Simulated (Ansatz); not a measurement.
Run report: C, single-point calculation (part 2 of 2)

The same run, continued: C (48 atoms in the cell); DFT PBE, scalar-relativistic, plane waves, PAW, no spin polarisation (Ansatz 0.2.0); cutoff 420 eV, 2×2×2 k-mesh, Gaussian smearing of 0.05 eV. The structure derives from an entry of the Crystallography Open Database.

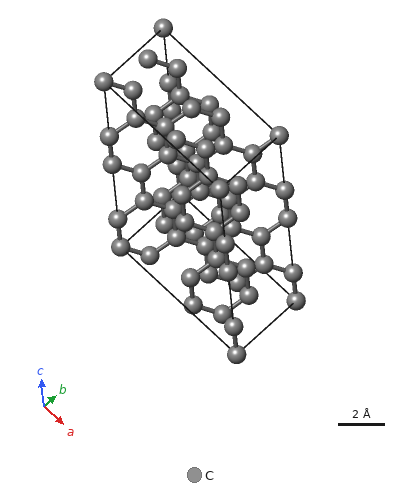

The structure (ball-and-stick view of the cell of the calculation, seen slightly off an axis). An atom can appear more than once, as a periodic image.

**Output, continued**
```
--- Forces (eV/Å), atoms counted from 1 ---
  atom   1  C      0.00067006    -0.00038686     0.56532415
  atom   2  C      0.00067006    -0.00038686     0.56532415
  atom   3  C      0.00067006    -0.00038686     0.56532415
  atom   4  C      0.00067006    -0.00038686     0.56532415
  atom   5  C      0.00067006    -0.00038686     0.56532415
  atom   6  C      0.00067006    -0.00038686     0.56532415
  atom   7  C      0.00067006    -0.00038686     0.56532415
  atom   8  C      0.00067006    -0.00038686     0.56532415
  atom   9  C      0.00067006    -0.00038686     0.56532415
  atom  10  C      0.00067006    -0.00038686     0.56532415
  atom  11  C      0.00067006    -0.00038686     0.56532415
  atom  12  C      0.00067006    -0.00038686     0.56532415
  atom  13  C     -0.00067006     0.00038686     0.56532415
  atom  14  C     -0.00067006     0.00038686     0.56532415
  atom  15  C     -0.00067006     0.00038686     0.56532415
  atom  16  C     -0.00067006     0.00038686     0.56532415
  atom  17  C     -0.00067006     0.00038686     0.56532415
  atom  18  C     -0.00067006     0.00038686     0.56532415
  atom  19  C     -0.00067006     0.00038686     0.56532415
  atom  20  C     -0.00067006     0.00038686     0.56532415
  atom  21  C     -0.00067006     0.00038686     0.56532415
  atom  22  C     -0.00067006     0.00038686     0.56532415
  atom  23  C     -0.00067006     0.00038686     0.56532415
  atom  24  C     -0.00067006     0.00038686     0.56532415
  atom  25  C      0.00010980    -0.00006339    -0.56532328
  atom  26  C      0.00010980    -0.00006339    -0.56532328
  atom  27  C      0.00010980    -0.00006339    -0.56532328
  atom  28  C      0.00010980    -0.00006339    -0.56532328
  atom  29  C      0.00010980    -0.00006339    -0.56532328
  atom  30  C      0.00010980    -0.00006339    -0.56532328
  atom  31  C      0.00010980    -0.00006339    -0.56532328
  atom  32  C      0.00010980    -0.00006339    -0.56532328
  atom  33  C      0.00010980    -0.00006339    -0.56532328
  atom  34  C      0.00010980    -0.00006339    -0.56532328
  atom  35  C      0.00010980    -0.00006339    -0.56532328
  atom  36  C      0.00010980    -0.00006339    -0.56532328
  atom  37  C     -0.00010980     0.00006339    -0.56532328
  atom  38  C     -0.00010980     0.00006339    -0.56532328
  atom  39  C     -0.00010980     0.00006339    -0.56532328
  atom  40  C     -0.00010980     0.00006339    -0.56532328
  atom  41  C     -0.00010980     0.00006339    -0.56532328
  atom  42  C     -0.00010980     0.00006339    -0.56532328
  atom  43  C     -0.00010980     0.00006339    -0.56532328
  atom  44  C     -0.00010980     0.00006339    -0.56532328
  atom  45  C     -0.00010980     0.00006339    -0.56532328
  atom  46  C     -0.00010980     0.00006339    -0.56532328
  atom  47  C     -0.00010980     0.00006339    -0.56532328
  atom  48  C     -0.00010980     0.00006339    -0.56532328
  max |Σ_I F_I| component: 2.09e-5 eV/Å
--- Band table (eV; the first three rows and the last of 5) ---
  k-point 0: bands = ["-12.7863", "-12.5115", "-10.8300", "-10.8300", "-10.7122", "-10.7122", "-10.7122", "-10.7122", "-10.7122", "-10.7122", "-10.7122", "-10.7122", "-10.5881", "-10.5881", "-7.4868", "-7.4314", "-7.4314", "-7.4314", "-7.4314", "-7.3847", "-6.4096", "-6.3790", "-6.3790", "-6.3790", "-6.3790", "-6.3324", "-5.8416", "-5.8416", "-5.7534", "-5.7534", "-5.7534", "-5.7534", "-5.6689", "-5.6689", "-3.6883", "-3.6883", "-3.6883", "-3.6883", "-1.6230", "-0.9550", "-0.9550", "-0.9298", "-0.9298", "-0.9298", "-0.9298", "-0.9298", "-0.9298", "-0.9298", "-0.9298", "-0.9057", "-0.9057", "0.2356", "0.4013", "0.4155", "0.4155", "0.4258", "0.4258", "0.4258", "0.4258", "0.4324", "0.4324", "0.4324", "0.4324", "0.4324", "0.4324", "0.4324", "0.4324", "0.4508", "0.4513", "0.4513", "0.7286", "0.7286", "1.4965", "1.4965", "1.4965", "1.4965", "1.4965", "1.4965", "1.4965", "1.4965", "2.4106", "2.4106", "3.7899", "3.7899", "3.8057", "3.8058", "4.0782", "4.4568", "4.4568", "4.4568", "4.4568", "4.7249", "6.2068", "6.2068", "6.7828", "6.7828", "6.7828", "6.7828", "7.4674", "7.4674", "8.3068", "8.4526", "8.4526", "8.4526", "8.4526", "8.9490", "10.9923", "12.9069", "12.9069", "13.0496", "13.0496", "13.1014", "13.1014", "13.1014", "13.1014", "13.1014", "13.1014", "13.1014", "13.1014", "13.7492", "13.7492", "13.9744", "14.1511", "14.1511", "14.1511", "14.1511", "14.3353", "15.1052", "15.1053", "15.1506", "15.1507", "15.6714", "15.6714", "15.6714", "15.6714", "15.6714", "15.6714", "15.6714", "15.6714", "16.6967", "16.6967", "16.9037", "16.9037", "16.9037"]
  k-point 1: bands = ["-12.2926", "-12.2926", "-12.0263", "-12.0263", "-11.1923", "-11.1923", "-11.1923", "-11.1923", "-9.2955", "-9.2955", "-9.2955", "-9.2955", "-9.2955", "-9.2955", "-9.2955", "-9.2955", "-8.4812", "-8.4812", "-8.2799", "-8.2799", "-7.0637", "-7.0637", "-6.9658", "-6.9658", "-6.0100", "-6.0100", "-5.9422", "-5.9422", "-3.7862", "-3.7862", "-3.7862", "-3.7862", "-3.7862", "-3.7862", "-3.7862", "-3.7862", "-3.7265", "-3.7265", "-3.6574", "-3.6574", "-2.1222", "-2.1222", "-2.0709", "-2.0709", "-1.4269", "-1.4269", "-1.3406", "-1.3406", "-1.0247", "-1.0247", "-0.5889", "-0.5889", "-0.5889", "-0.5889", "0.2704", "0.2704", "0.2704", "0.2704", "0.2704", "0.2704", "0.2704", "0.2704", "0.7940", "0.7940", "0.9386", "0.9386", "0.9386", "0.9386", "1.7924", "1.7924", "1.7924", "1.7924", "2.0975", "2.0975", "2.1261", "2.1261", "2.7751", "2.7751", "2.7963", "2.7963", "3.0463", "3.0463", "3.0463", "3.0463", "3.0463", "3.0463", "3.0463", "3.0463", "3.4408", "3.4408", "4.6736", "4.6736", "4.7980", "4.7980", "5.3068", "5.3068", "8.2192", "8.2192", "8.5143", "8.5143", "9.3200", "9.3200", "9.8764", "9.8764", "10.4859", "10.4859", "10.4859", "10.4859", "10.4859", "10.4859", "10.4859", "10.4859", "11.5880", "11.5880", "13.8572", "13.8572", "13.8572", "13.8572", "14.7742", "14.7742", "14.7742", "14.7742", "15.0472", "15.0472", "15.0472", "15.0472", "15.0472", "15.0472", "15.0472", "15.0472", "15.4235", "15.4235", "15.4632", "15.4632", "15.4632", "15.4632", "15.5393", "15.5393", "16.3465", "16.3465", "16.4322", "16.4322", "16.4418", "16.4418"]
  k-point 2: bands = ["-12.2555", "-12.2555", "-12.0673", "-12.0673", "-11.2789", "-11.2789", "-11.1022", "-11.1022", "-9.3711", "-9.3711", "-9.3711", "-9.3711", "-9.2173", "-9.2173", "-9.2173", "-9.2173", "-8.4527", "-8.4527", "-8.3105", "-8.3105", "-7.0475", "-7.0475", "-6.9779", "-6.9779", "-6.0039", "-6.0039", "-5.9556", "-5.9556", "-3.8325", "-3.8325", "-3.8325", "-3.8325", "-3.7388", "-3.7388", "-3.7388", "-3.7388", "-3.7160", "-3.7160", "-3.6671", "-3.6671", "-2.1164", "-2.1164", "-2.0800", "-2.0800", "-1.4146", "-1.4146", "-1.3537", "-1.3537", "-0.7961", "-0.7961", "-0.6203", "-0.6203", "-0.5573", "-0.5573", "0.2496", "0.2496", "0.2497", "0.2497", "0.2916", "0.2916", "0.2917", "0.2917", "0.3708", "0.3708", "0.4777", "0.4777", "1.5827", "1.5827", "1.7772", "1.7772", "1.8077", "1.8077", "2.1018", "2.1018", "2.1221", "2.1221", "2.5553", "2.5553", "2.5553", "2.5553", "2.7779", "2.7779", "2.7929", "2.7929", "3.5863", "3.5863", "3.5863", "3.5863", "3.6204", "3.6204", "4.5765", "4.5765", "4.7919", "4.7919", "5.2505", "5.2505", "8.1886", "8.1886", "8.4130", "8.4130", "9.4020", "9.4020", "9.7937", "9.7937", "10.2103", "10.2103", "10.2104", "10.2104", "10.8115", "10.8115", "10.8116", "10.8116", "12.2841", "12.2841", "13.2732", "13.2732", "13.8337", "13.8337", "14.3310", "14.3310", "14.7593", "14.7593", "14.9271", "14.9271", "14.9271", "14.9271", "14.9789", "14.9789", "15.1420", "15.1420", "15.1420", "15.1420", "15.3976", "15.3976", "15.5259", "15.5259", "15.8982", "15.8982", "15.8982", "15.8982", "16.1939", "16.1939", "16.4961", "16.4961"]
  k-point 4: bands = ["-12.1634", "-12.1634", "-12.1634", "-12.1634", "-11.3139", "-11.3139", "-11.0638", "-11.0638", "-9.4018", "-9.4018", "-9.4018", "-9.4018", "-9.1842", "-9.1842", "-9.1842", "-9.1842", "-8.3827", "-8.3827", "-8.3827", "-8.3827", "-7.0107", "-7.0107", "-7.0107", "-7.0107", "-5.9832", "-5.9832", "-5.9832", "-5.9832", "-3.8514", "-3.8514", "-3.8514", "-3.8514", "-3.7190", "-3.7190", "-3.7190", "-3.7190", "-3.6911", "-3.6911", "-3.6911", "-3.6911", "-2.0993", "-2.0993", "-2.0993", "-2.0993", "-1.3843", "-1.3843", "-1.3843", "-1.3843", "-0.6332", "-0.6332", "-0.5440", "-0.5440", "-0.2010", "-0.2010", "-0.2010", "-0.2010", "0.1521", "0.1521", "0.2409", "0.2409", "0.2409", "0.2409", "0.3005", "0.3005", "0.3005", "0.3005", "1.7711", "1.7711", "1.8140", "1.8140", "1.8810", "1.8810", "2.1120", "2.1120", "2.1120", "2.1120", "2.3632", "2.3632", "2.3632", "2.3632", "2.7855", "2.7855", "2.7855", "2.7855", "3.8284", "3.8284", "3.8284", "3.8284", "4.0781", "4.0781", "4.0781", "4.0781", "5.0513", "5.0513", "5.0513", "5.0513", "8.2363", "8.2363", "8.2363", "8.2363", "9.5987", "9.5987", "9.5987", "9.5987", "10.1147", "10.1147", "10.1147", "10.1147", "10.9590", "10.9590", "10.9590", "10.9590", "12.7266", "12.7266", "13.7222", "13.7222", "14.0451", "14.0451", "14.0451", "14.0451", "14.3804", "14.3804", "14.7249", "14.7249", "14.8570", "14.8570", "14.8570", "14.8570", "14.9803", "14.9803", "15.0989", "15.0989", "15.0989", "15.0989", "15.4251", "15.4251", "15.4251", "15.4251", "15.5104", "15.5104", "15.5104", "15.5104", "16.6283", "16.6283"]
```

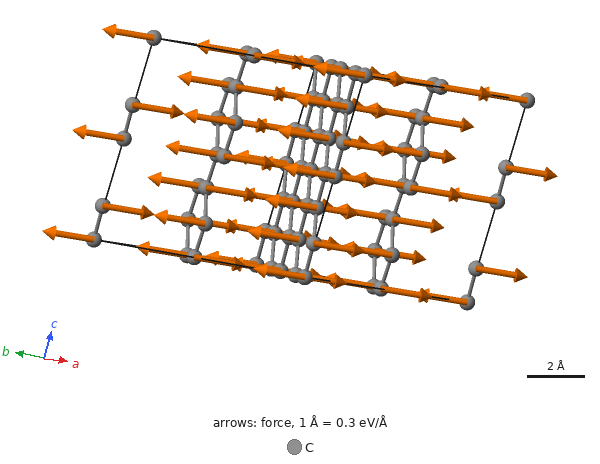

Forces on the atoms as orange arrows (ball-and-stick view of the cell of the calculation, seen at an oblique angle). The largest act on all 48 C atoms (0.57 eV/Å). Atoms are counted from 1 in the order of the input and aren't labelled in the picture. The geometry is not a stationary point of this energy.

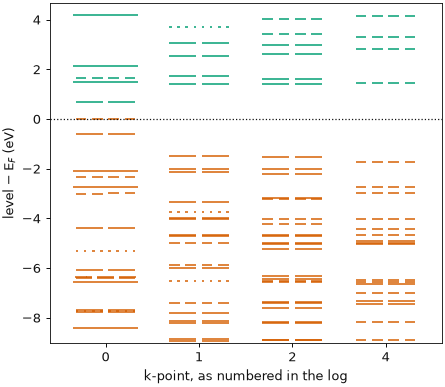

Kohn–Sham levels near the Fermi level (dotted) at the few k-points that the log prints; levels within 0.02 eV of each other stand side by side. The system is metallic on the full mesh.

**Summary**

| quantity | value |
| --- | --- |
| outcome | converged |
| space group (tolerance 0.01 Å) | P6₃mc (186) |
| electrons treated | 192 |
| free energy | −12043.5814 eV |
| Fermi energy | 6.797 eV |
| gap on the k-point mesh | none (metallic) |
| largest force (length of the vector) | 0.565 eV/Å |
| hardware | 4 threads of Arm Neoverse V2, 24 GiB of memory available, shared host |
| wall time | 4.5 s (CPU time 17 s) |
| peak memory | 1.6 GiB |

**Remarks**

Warnings of the run: the structure was made exactly symmetric.
